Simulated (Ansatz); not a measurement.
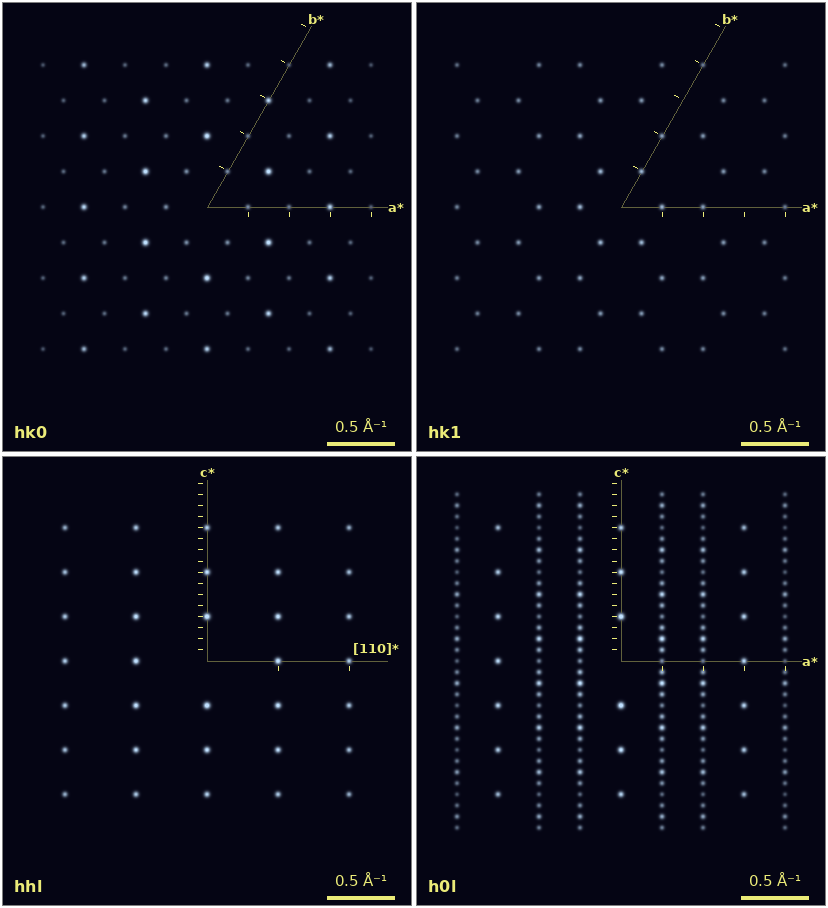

Four undistorted layers of reciprocal space, calculated for a single crystal (X-rays, kinematic |F|², B = 0.5 Å²). Tick marks count the reciprocal lattice steps of the conventional cell along each axis.

Read the reciprocal cell and give the direct cell.

a* = 0.306, b* = 0.306, c* = 0.083 Å⁻¹, γ* = 60°; the cell is hexagonal with a = 3.77 Å, c = 12.06 Å (hexagonal axes).

List the systematic absences.

Reflections are present only under these conditions. hkl: no condition; hk0: no condition; h0l: no condition; hhl: l = 2n; 00l: l = 2n. The lattice is primitive (P). Further gaps, such as 0 3 1, 3 0 1, 3 0 3, come from atoms on special positions, not from the group's general conditions. A few very weak reflections are below the display threshold.

Which space groups fit?

The intensities have Laue symmetry 6/mmm (the hk0 layer shows 6mm, hk1 shows 6mm). With these conditions the candidates are P6_3mc (No. 186), P-62c (No. 190), P6_3/mmc (No. 194). Diffraction geometry alone does not choose among them; the structure has P6_3/mmc. The compound is La. Structure: the geometry relaxed with Ansatz, DFT PBE, scalar-relativistic, plane waves, PAW.
